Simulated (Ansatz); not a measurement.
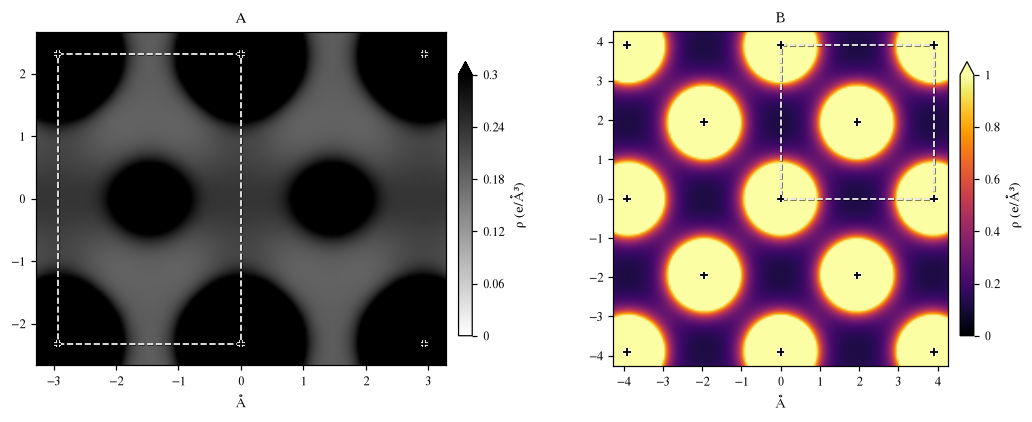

The valence pseudo-density of 2 systems, each on a plane through atoms (crosses mark nuclei in the plane).

These are results of DFT r2SCAN, scalar-relativistic, plane waves, PAW in Ansatz 0.2.0, not measurements.

System 1: Ti, the (100) plane of the conventional cell. Space group P6₃/mmc; computed without spin polarisation.

```xyz
2
Lattice="2.9352 0.0000 0.0000 -1.4676 2.5419 0.0000 0.0000 0.0000 4.6380" Properties=species:S:1:pos:R:3 pbc="T T T"
Ti    0.0000    1.6946    1.1595
Ti    1.4676    0.8473    3.4785
```

System 2: Pd, the (010) plane of the conventional cell. Space group Fm-3m.

```
Pd
1.0
     3.90746    0.00000    0.00000
     0.00000    3.90746    0.00000
     0.00000    0.00000    3.90746
Pd
4
Direct
  0.00000 0.00000 0.00000
  0.50000 0.50000 0.00000
  0.50000 0.00000 0.50000
  0.00000 0.50000 0.50000
```

Question: Match each panel to its system.

Answer: Panel A is system 1, Ti: the plane holds Ti. Ti–Ti (2.94 Å): ρ is about 0.19 e/Å³ halfway. Panel B is system 2, Pd: the plane holds Pd. Pd–Pd (2.76 Å): ρ at the midpoint is about 0.29 e/Å³.
